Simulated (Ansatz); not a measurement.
# Geometry relaxation of C (part 1 of 2)

- system: C (R-3m, 4 atoms in the cell)
- method: DFT PBE+D3(BJ), scalar-relativistic, plane waves, PAW, no spin polarisation (Ansatz 0.2.0)

The structure derives from an entry of the Crystallography Open Database.

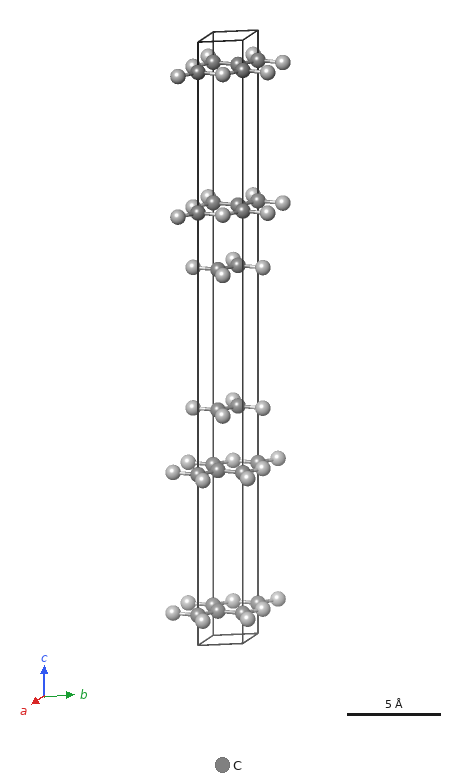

*The structure as given in the input (ball-and-stick view of the cell 3 times as large as that of the calculation, set on its symmetry axes, seen slightly off an axis; neighbours outside the cell are drawn fainter). An atom can appear more than once, as a periodic image.*

Near neighbours in the periodic cell (some may lie outside the picture): C has 3 C at 1.42 Å.

Input file:
```yaml
crystal:
  lattice:
    - [1.2299994602, 0.7101405194, 11.15]
    - [-1.2299994602, 0.7101405194, 11.15]
    - [0.0, -1.4202810389, 11.15]
  atoms:
    - { symbol: C, position: [0.05, 0.05, 0.05] }
    - { symbol: C, position: [0.95, 0.95, 0.95] }
    - { symbol: C, position: [0.283, 0.283, 0.283] }
    - { symbol: C, position: [0.717, 0.717, 0.717] }
basis:
  ecutwfc: 420
kpoints:
  mp_grid: { grid: [18, 18, 18] }
hamiltonian:
  xc: pbe
  dispersion: d3bj
scf:
  occupations: { method: gaussian, width: 0.1 }
output:
  forces: true
  stress: true
  eigenvalues: true
  write_density: true
  write_potential: true
  elf: true
  volumetric_format: npy
relax:
  adjacent_minimum: "off"
  f_tol: 0.005
  max_steps: 80
  cell: { stress_tol: 0.05 }
```

Run as:
```bash
ansatz run input.yaml --threads 2 --pin off --max-ram 5120MiB --backend cpu --events-out ev --progress --plain --runs-dir out
```

Log:
```
basis.fft_grid_basis auto: the FFT boxes are laid along the combinations [[1, -1, 0], [0, 1, 0], [0, -1, 1]] of the cell's own vectors, 2.460, 11.240 and 2.460 Å long. The dense box has 18×80×18 points. Along the cell's own vectors, as sized, it would have 80×80×80, 19.75 times as many. Of the 12 symmetry operations that the crystal satisfies within crystal.symmetry.tolerance (time reversal apart; of a slab, those that keep its plane) the dense box along the cell's own vectors carries 12, and the one as laid loses 8 of those. basis.fft_grid_basis: typed keeps the cell's own vectors: state it where this run's energies or levels are differenced outside the engine with another run's, or held beside a run that keeps those vectors. Those combinations have planes normal to reciprocal vector 3, as the cell's own vectors have. Each planar average written beside output.write_density, output.write_potential has a row for each plane of the box: 18. The volumetric files lie along those combinations, not along the cell's own vectors: a cube or XSF file states them, and fields.json those of NumPy files.
Engine: ansatz 0.2.0, x86_64-unknown-linux-gnu
Pseudopotentials: kind: paw
Pseudopotential: C, paw, valence charge 4, recommended cutoff 420 eV (normal), C.paw.azcp
Functional definition: PBE
  parameter kappa = 0.804
  parameter beta = 0.06672455060314922
  exchange = pbe_x(kappa = kappa, mu = beta*pi^2/3)
  correlation = pbe_c(beta = beta)
Crystal: 4 atoms, lattice volume = 58.435 Å³
Basis set: ecut = 420 eV, 1117 PW (Γ), FFT grids on a1−a2, a2, −a2+a3, exchange–correlation on 36×160×36 points (8 copies of the dense FFT grid, shifted against one another)
Bands: 12, of which v1, the nominal top of the filled ones, is band 8 counted from 1 (7 counted from 0)
Symmetry: 12 space group operations
Space group: R-3m (ITA 166), of the structure as read, at distance tolerance 3.9e-5 Å
k-points: 580 of 5832
Non-local potential: C, projectors of the file, l = 0: 2, l = 1: 2, l = 2: 1
PAW form: soft (Blöchl's): semilocal exchange-correlation on the pseudo side does not see the compensation charge
PAW one-centre angular grid: C, 110 points (default); XC on 64 Gauss nodes
Initial density: superposition of atomic densities (neutral atoms: chi_scale 0, normalization atom), corrected by the library's trained network
Initial wavefunctions: pseudopotential atomic-orbital guess
Functional: x = pbe(κ = 0.804, μ = 0.2195149727645171), c = pbe(β = 0.06672455060314922)
SCF iter   1: F=—  HF=-1004.225625 eV  |F-HF|=—  |Δ(HF+E_count)|=         —  Δρ=2.70e-3  dr2=5.48e-3  ethr=1.77e-3  ⟨swp⟩=5.7  Hψ=43041  notcnv=0
preconditioner: auto → LDOS  [metal: Δε(μ)=0.000 eV  Ē_g=15.289 eV  σ=0.100 eV  W_gap=0.00  n_scr=6 (ndim 8)  ℏωp=19.4 eV  f_vac=0.397  D(μ)=0.14/eV (n_scr^D=2)  β→1.0]
SCF iter   2: F=—  HF=-1004.226777 eV  |F-HF|=—  |Δ(HF+E_count)|=   1.15e-3  Δρ=1.46e-3  dr2=4.63e-3  ethr=3.42e-5  ⟨swp⟩=2.0  Hψ=17498  notcnv=0
SCF iter   3: F=—  HF=-1004.225440 eV  |F-HF|=—  |Δ(HF+E_count)|=   1.34e-3  Δρ=4.72e-4  dr2=4.80e-4  ethr=2.89e-5  ⟨swp⟩=2.3  Hψ=11593  notcnv=0
SCF iter   4: F=—  HF=-1004.225350 eV  |F-HF|=—  |Δ(HF+E_count)|=   9.00e-5  Δρ=1.18e-4  dr2=8.14e-6  ethr=3.00e-6  ⟨swp⟩=2.4  Hψ=9782  notcnv=0
SCF iter   5: F=—  HF=-1004.225402 eV  |F-HF|=—  |Δ(HF+E_count)|=   5.13e-5  Δρ=2.84e-5  dr2=3.97e-7  ethr=5.09e-8  ⟨swp⟩=2.4  Hψ=12242  notcnv=0
SCF iter   6: F=-1004.225402 eV  HF=-1004.225402 eV  |F-HF|=8.93e-9  |Δ(HF+E_count)|=   1.42e-7  Δρ=5.59e-6  dr2=2.07e-8  ethr=6.25e-10  ⟨swp⟩=12.3  Hψ=56977  notcnv=0
SCF 1 converged in 6 iterations: F = -1004.225402 eV  dr2 = 2.07e-8
  greatest PAW one-centre occupation: 0.674 electrons in one spin orbital (limit 2), on the C atom at site 1 (counted from 0), in its partial waves of l = 0
relax step   1: F+E_penalty+E_count = -1004.22540190 eV  Δ(F+E_penalty+E_count) = +0.000e0 eV  max|allowed force component| = 1.852e-1 eV/Å  Δτ_max = 0.0000 Å  P = +1.141 GPa  Ω = 58.435 Å³  (6 SCF iters, dr2 threshold 1.00e-7 eV, accepted)
Crystal: 4 atoms, lattice volume = 58.606 Å³
Initial density: handed on by an earlier stage of this run
Initial wavefunctions: those handed on with the density
iter 1 solved again at ethr=1.68e-3 eV; its pass at ethr=3.10e-3 eV (dr2=2.69e-1 eV) is discarded
SCF iter   1: F=—  HF=-1004.305719 eV  |F-HF|=—  |Δ(HF+E_count)|=         —  Δρ=2.36e-2  dr2=2.74e-1  ethr=1.68e-3  ⟨swp⟩=1.0  Hψ=58236  notcnv=0
preconditioner: auto → LDOS  [metal: Δε(μ)=0.000 eV  Ē_g=15.129 eV  σ=0.100 eV  W_gap=0.00  n_scr=6 (ndim 8)  ℏωp=19.4 eV  f_vac=0.374  D(μ)=0.14/eV (n_scr^D=2)  β→1.0]
SCF iter   2: F=—  HF=-1004.388049 eV  |F-HF|=—  |Δ(HF+E_count)|=   8.23e-2  Δρ=1.56e-2  dr2=5.55e-1  ethr=1.68e-3  ⟨swp⟩=3.7  Hψ=21981  notcnv=0
SCF iter   3: F=—  HF=-1004.227769 eV  |F-HF|=—  |Δ(HF+E_count)|=   1.60e-1  Δρ=1.78e-3  dr2=4.34e-3  ethr=1.68e-3  ⟨swp⟩=2.7  Hψ=15739  notcnv=0
SCF iter   4: F=—  HF=-1004.227196 eV  |F-HF|=—  |Δ(HF+E_count)|=   5.73e-4  Δρ=4.47e-4  dr2=9.46e-5  ethr=2.71e-5  ⟨swp⟩=2.3  Hψ=12613  notcnv=0
SCF iter   5: F=—  HF=-1004.227182 eV  |F-HF|=—  |Δ(HF+E_count)|=   1.42e-5  Δρ=2.47e-4  dr2=2.60e-5  ethr=5.91e-7  ⟨swp⟩=2.0  Hψ=11594  notcnv=0
SCF iter   6: F=—  HF=-1004.227177 eV  |F-HF|=—  |Δ(HF+E_count)|=   4.28e-6  Δρ=3.96e-5  dr2=1.13e-6  ethr=1.63e-7  ⟨swp⟩=2.6  Hψ=12085  notcnv=0
SCF iter   7: F=-1004.227177 eV  HF=-1004.227177 eV  |F-HF|=1.06e-8  |Δ(HF+E_count)|=   2.24e-7  Δρ=5.53e-6  dr2=1.77e-8  ethr=2.50e-9  ⟨swp⟩=12.7  Hψ=59766  notcnv=0
SCF 2 converged in 7 iterations: F = -1004.227177 eV  dr2 = 1.77e-8
  greatest PAW one-centre occupation: 0.673 electrons in one spin orbital (limit 2), on the C atom at site 1 (counted from 0), in its partial waves of l = 0
relax step   2: F+E_penalty+E_count = -1004.22717704 eV  Δ(F+E_penalty+E_count) = -1.775e-3 eV  max|allowed force component| = 5.752e-2 eV/Å  Δτ_max = 0.0868 Å  P = +0.191 GPa  Ω = 58.606 Å³  energy of the carried Pulay correction = -3.516e-4 eV  (7 SCF iters, dr2 threshold 4.00e-7 eV, accepted)
[... from here on the SCF iterations and repeated set-up lines of each step are left out, up to the last step ...]
SCF 3 converged in 6 iterations: F = -1004.229271 eV  dr2 = 2.71e-7
relax step   3: F+E_penalty+E_count = -1004.22927103 eV  Δ(F+E_penalty+E_count) = -2.094e-3 eV  max|allowed force component| = 2.294e-2 eV/Å  Δτ_max = 0.0452 Å  P = +0.114 GPa  Ω = 58.425 Å³  energy of the carried Pulay correction = +2.085e-5 eV  (6 SCF iters, dr2 threshold 4.00e-7 eV, accepted)
SCF 4 converged in 4 iterations: F = -1004.229688 eV  dr2 = 7.47e-8
relax step   4: F+E_penalty+E_count = -1004.22968795 eV  Δ(F+E_penalty+E_count) = -4.169e-4 eV  max|allowed force component| = 7.934e-3 eV/Å  Δτ_max = 0.0010 Å  P = +0.018 GPa  Ω = 58.308 Å³  energy of the carried Pulay correction = +2.633e-4 eV  (4 SCF iters, dr2 threshold 1.54e-7 eV, accepted)
SCF 5 converged in 7 iterations: F = -1004.232634 eV  dr2 = 1.09e-8
relax step   5: F+E_penalty+E_count = -1004.23263389 eV  Δ(F+E_penalty+E_count) = -2.946e-3 eV  max|allowed force component| = 3.383e-3 eV/Å  Δτ_max = 0.0274 Å  P = +0.025 GPa  Ω = 57.178 Å³  energy of the carried Pulay correction = +2.629e-3 eV  (7 SCF iters, dr2 threshold 3.50e-8 eV, accepted)
SCF 6 converged in 8 iterations: F = -1004.234106 eV  dr2 = 1.05e-11
relax step   6: F+E_penalty+E_count = -1004.23410579 eV  Δ(F+E_penalty+E_count) = -1.472e-3 eV  max|allowed force component| = 3.461e-3 eV/Å  Δτ_max = 0.0291 Å  P = +0.014 GPa  Ω = 56.570 Å³  energy of the carried Pulay correction = +3.920e-3 eV  (8 SCF iters, accepted)
SCF 7 converged in 8 iterations: F = -1004.234546 eV  dr2 = 6.99e-13
relax step   7: F+E_penalty+E_count = -1004.23454577 eV  Δ(F+E_penalty+E_count) = -4.400e-4 eV  max|allowed force component| = 1.876e-4 eV/Å  Δτ_max = 0.0084 Å  P = -0.002 GPa  Ω = 56.370 Å³  energy of the carried Pulay correction = +4.349e-3 eV  (8 SCF iters, accepted)
SCF 8 converged in 6 iterations: F = -1004.231006 eV  dr2 = 5.25e-12
relax step   8: F+E_penalty+E_count = -1004.23100611 eV  Δ(F+E_penalty+E_count) = +3.540e-3 eV  max|allowed force component| = 8.233e-5 eV/Å  Δτ_max = 0.0000 Å  P = -0.098 GPa  Ω = 56.370 Å³  stress off target by 1.54e-1 GPa  SCF on the basis re-selected at this cell (its energy is not comparable with the rows above)  (6 SCF iters)
SCF 9 converged in 8 iterations: F = -1004.238942 eV  dr2 = 3.75e-10
relax step   9: F+E_penalty+E_count = -1004.23894194 eV  Δ(F+E_penalty+E_count) = -7.936e-3 eV  max|allowed force component| = 3.646e-3 eV/Å  Δτ_max = 0.0942 Å  P = -0.051 GPa  Ω = 53.513 Å³  energy of the carried Pulay correction = +6.510e-3 eV  (8 SCF iters, dr2 threshold 5.94e-8 eV, accepted)
SCF 10 converged in 7 iterations: F = -1004.241368 eV  dr2 = 1.08e-8
relax step  10: F+E_penalty+E_count = -1004.24136777 eV  Δ(F+E_penalty+E_count) = -2.426e-3 eV  max|allowed force component| = 3.199e-3 eV/Å  Δτ_max = 0.0407 Å  P = -0.028 GPa  Ω = 52.468 Å³  energy of the carried Pulay correction = +8.652e-3 eV  (7 SCF iters, dr2 threshold 1.16e-8 eV, accepted)
SCF 11 converged in 8 iterations: F = -1004.244120 eV  dr2 = 2.32e-11
relax step  11: F+E_penalty+E_count = -1004.24412004 eV  Δ(F+E_penalty+E_count) = -2.752e-3 eV  max|allowed force component| = 3.437e-3 eV/Å  Δτ_max = 0.0439 Å  P = -0.036 GPa  Ω = 51.276 Å³  energy of the carried Pulay correction = +1.095e-2 eV  (8 SCF iters, accepted)
SCF 12 converged in 6 iterations: F = -1004.237962 eV  dr2 = 3.11e-11
relax step  12: F+E_penalty+E_count = -1004.23796162 eV  Δ(F+E_penalty+E_count) = +6.158e-3 eV  max|allowed force component| = 3.427e-3 eV/Å  Δτ_max = 0.0000 Å  P = -0.110 GPa  Ω = 51.276 Å³  stress off target by 2.75e-1 GPa  SCF on the basis re-selected at this cell (its energy is not comparable with the rows above)  (6 SCF iters)
SCF 13 converged in 7 iterations: F = -1004.248389 eV  dr2 = 4.62e-8
relax step  13: F+E_penalty+E_count = -1004.24838946 eV  Δ(F+E_penalty+E_count) = -1.043e-2 eV  max|allowed force component| = 2.501e-2 eV/Å  Δτ_max = 0.0740 Å  P = +0.136 GPa  Ω = 48.471 Å³  energy of the carried Pulay correction = +7.702e-3 eV  (7 SCF iters, dr2 threshold 1.89e-7 eV, accepted)
SCF 14 converged in 7 iterations: F = -1004.260293 eV  dr2 = 2.88e-8
relax step  14: F+E_penalty+E_count = -1004.26029271 eV  Δ(F+E_penalty+E_count) = -1.190e-2 eV  max|allowed force component| = 2.407e-2 eV/Å  Δτ_max = 0.1460 Å  P = -0.019 GPa  Ω = 45.927 Å³  energy of the carried Pulay correction = +1.500e-2 eV  (7 SCF iters, dr2 threshold 5.38e-8 eV, accepted)
SCF 15 converged in 8 iterations: F = -1004.277134 eV  dr2 = 5.72e-10
relax step  15: F+E_penalty+E_count = -1004.27713427 eV  Δ(F+E_penalty+E_count) = -1.684e-2 eV  max|allowed force component| = 2.288e-2 eV/Å  Δτ_max = 0.1413 Å  P = -0.093 GPa  Ω = 43.065 Å³  energy of the carried Pulay correction = +2.357e-2 eV  (8 SCF iters, dr2 threshold 3.62e-8 eV, accepted)
SCF 16 converged in 7 iterations: F = -1004.300643 eV  dr2 = 5.07e-8
relax step  16: F+E_penalty+E_count = -1004.30064272 eV  Δ(F+E_penalty+E_count) = -2.351e-2 eV  max|allowed force component| = 3.647e-2 eV/Å  Δτ_max = 0.1452 Å  P = -0.139 GPa  Ω = 40.202 Å³  energy of the carried Pulay correction = +3.259e-2 eV  (7 SCF iters, dr2 threshold 1.53e-7 eV, accepted)
SCF 17 converged in 7 iterations: F = -1004.325812 eV  dr2 = 7.96e-8
relax step  17: F+E_penalty+E_count = -1004.32581188 eV  Δ(F+E_penalty+E_count) = -2.517e-2 eV  max|allowed force component| = 4.195e-2 eV/Å  Δτ_max = 0.1518 Å  P = -0.037 GPa  Ω = 37.337 Å³  energy of the carried Pulay correction = +4.209e-2 eV  (7 SCF iters, dr2 threshold 2.93e-7 eV, accepted)
SCF 18 converged in 7 iterations: F = -1004.323558 eV  dr2 = 2.08e-10
relax step  18: F+E_penalty+E_count = -1004.32355791 eV  Δ(F+E_penalty+E_count) = +2.254e-3 eV  max|allowed force component| = 5.668e-2 eV/Å  Δτ_max = 0.1915 Å  P = +0.509 GPa  Ω = 35.498 Å³  energy of the carried Pulay correction = +4.847e-2 eV  (7 SCF iters, dr2 threshold 1.10e-7 eV, rejected (line search))
SCF 19 converged in 9 iterations: F = -1004.328460 eV  dr2 = 1.15e-11
relax step  19: F+E_penalty+E_count = -1004.32845985 eV  Δ(F+E_penalty+E_count) = -2.648e-3 eV  max|allowed force component| = 1.764e-2 eV/Å  Δτ_max = 0.0765 Å  P = +1.730 GPa  Ω = 37.183 Å³  energy of the carried Pulay correction = +4.254e-2 eV  (9 SCF iters, accepted)
SCF 20 converged in 5 iterations: F = -1004.330115 eV  dr2 = 8.40e-8
relax step  20: F+E_penalty+E_count = -1004.33011452 eV  Δ(F+E_penalty+E_count) = -1.655e-3 eV  max|allowed force component| = 2.772e-3 eV/Å  Δτ_max = 0.0172 Å  P = +0.008 GPa  Ω = 37.177 Å³  energy of the carried Pulay correction = +4.263e-2 eV  (5 SCF iters, dr2 threshold 4.00e-7 eV, accepted)
SCF 21 converged in 7 iterations: F = -1004.321988 eV  dr2 = 2.19e-12
relax step  21: F+E_penalty+E_count = -1004.32198824 eV  Δ(F+E_penalty+E_count) = +8.126e-3 eV  max|allowed force component| = 2.743e-3 eV/Å  Δτ_max = 0.0000 Å  P = -0.327 GPa  Ω = 37.177 Å³  stress off target by 5.31e-1 GPa  SCF on the basis re-selected at this cell (its energy is not comparable with the rows above)  (7 SCF iters)
SCF 22 converged in 5 iterations: F = -1004.325036 eV  dr2 = 6.24e-8
relax step  22: F+E_penalty+E_count = -1004.32503649 eV  Δ(F+E_penalty+E_count) = -3.048e-3 eV  max|allowed force component| = 1.631e-3 eV/Å  Δτ_max = 0.0112 Å  P = -0.003 GPa  Ω = 36.616 Å³  energy of the carried Pulay correction = +2.097e-3 eV  (5 SCF iters, dr2 threshold 4.00e-7 eV, accepted)
SCF 23 converged in 6 iterations: F = -1004.323186 eV  dr2 = 1.08e-11
relax step  23: F+E_penalty+E_count = -1004.32318551 eV  Δ(F+E_penalty+E_count) = +1.851e-3 eV  max|allowed force component| = 1.632e-3 eV/Å  Δτ_max = 0.0000 Å  P = -0.079 GPa  Ω = 36.616 Å³  stress off target by 1.34e-1 GPa  SCF on the basis re-selected at this cell (its energy is not comparable with the rows above)  (6 SCF iters)
SCF 24 converged in 5 iterations: F = -1004.323717 eV  dr2 = 3.37e-9
relax step  24: F+E_penalty+E_count = -1004.32371668 eV  Δ(F+E_penalty+E_count) = -5.312e-4 eV  max|allowed force component| = 1.999e-4 eV/Å  Δτ_max = 0.0008 Å  P = -0.011 GPa  Ω = 36.488 Å³  energy of the carried Pulay correction = +4.788e-4 eV  (5 SCF iters, dr2 threshold 4.51e-8 eV, accepted)
iter 1 solved again at ethr=1.41e-7 eV; its pass at ethr=3.10e-3 eV (dr2=2.25e-5 eV) is discarded
SCF iter   1: F=—  HF=-1004.323281 eV  |F-HF|=—  |Δ(HF+E_count)|=         —  Δρ=2.52e-5  dr2=3.78e-8  ethr=1.41e-7  ⟨swp⟩=3.9  Hψ=59075  notcnv=0
preconditioner: auto → none  [insulator: Δε(μ)=0.246 eV  Ē_g=15.669 eV  σ=0.100 eV  W_gap=0.92  n_scr=4 (ndim 8)  ℏωp=24.6 eV  f_vac=0.030  D(μ)=0.03/eV (n_scr^D=0)  ε∞_Penn≈3.5]
SCF iter   2: F=—  HF=-1004.323246 eV  |F-HF|=—  |Δ(HF+E_count)|=   3.51e-5  Δρ=1.29e-5  dr2=9.59e-9  ethr=2.36e-10  ⟨swp⟩=3.0  Hψ=12866  notcnv=0
SCF iter   3: F=—  HF=-1004.323246 eV  |F-HF|=—  |Δ(HF+E_count)|=   4.78e-8  Δρ=4.08e-6  dr2=6.19e-9  ethr=5.99e-11  ⟨swp⟩=2.0  Hψ=11600  notcnv=0
SCF iter   4: F=—  HF=-1004.323246 eV  |F-HF|=—  |Δ(HF+E_count)|=  9.87e-10  Δρ=9.46e-7  dr2=9.46e-11  ethr=3.87e-11  ⟨swp⟩=2.2  Hψ=10082  notcnv=0
SCF iter   5: F=-1004.323246 eV  HF=-1004.323246 eV  |F-HF|=2.18e-11  |Δ(HF+E_count)|=  2.00e-10  Δρ=2.94e-7  dr2=9.88e-12  ethr=1.00e-12  ⟨swp⟩=6.3  Hψ=32468  notcnv=0
SCF 25 converged in 5 iterations: F = -1004.323246 eV  dr2 = 9.88e-12
relax step  25: F+E_penalty+E_count = -1004.32324597 eV  Δ(F+E_penalty+E_count) = +4.707e-4 eV  max|allowed force component| = 1.494e-4 eV/Å  Δτ_max = 0.0000 Å  P = -0.021 GPa  Ω = 36.488 Å³  stress off target by 2.85e-2 GPa  SCF on the basis re-selected at this cell (its energy is not comparable with the rows above)  (5 SCF iters)
```

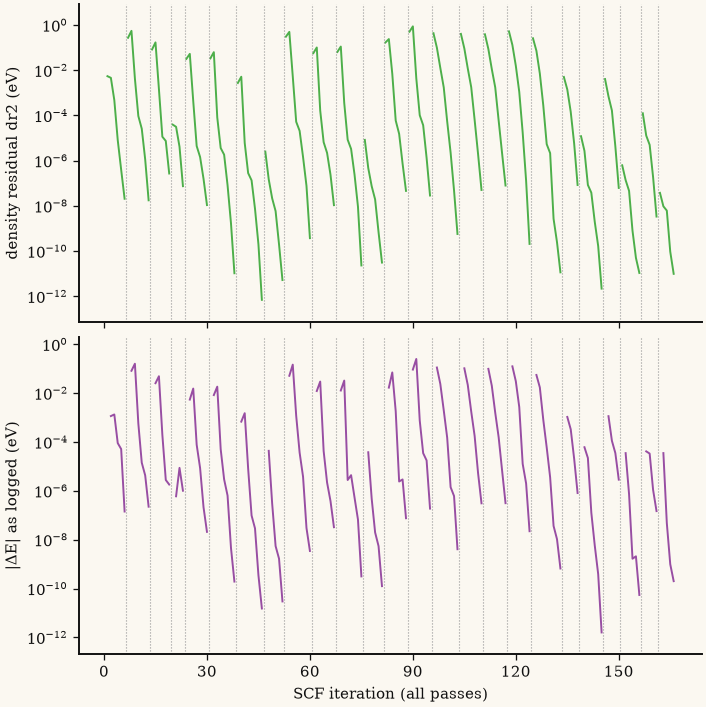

*Convergence of the self-consistent field: density residual dr2 and size of the energy change against the SCF iteration. The dotted lines part the SCF passes of the relaxation: geometry steps, rejected trials and re-solves on a re-selected basis.*

The 25 passes take 4 to 9 iterations each, 166 in all.

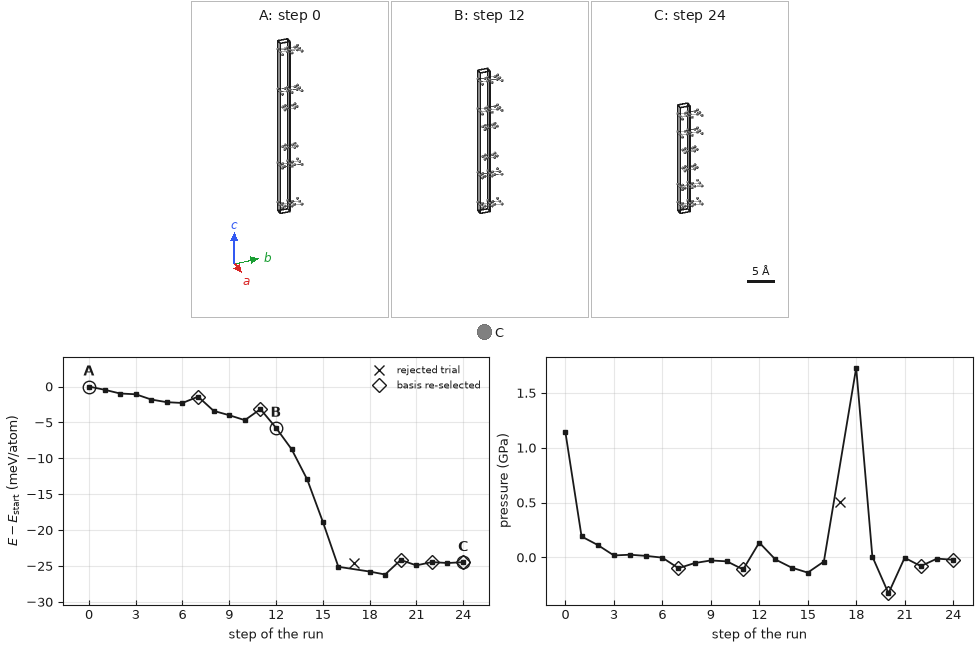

*Frames of the relaxation (ball-and-stick view of the cell 3 times as large as that of the calculation, set on its symmetry axes, repeated 2 × 2 × 1, seen slightly off an axis) above the curves, on which the letters mark them (the first geometry is step 0 here and step 1 in the log).*
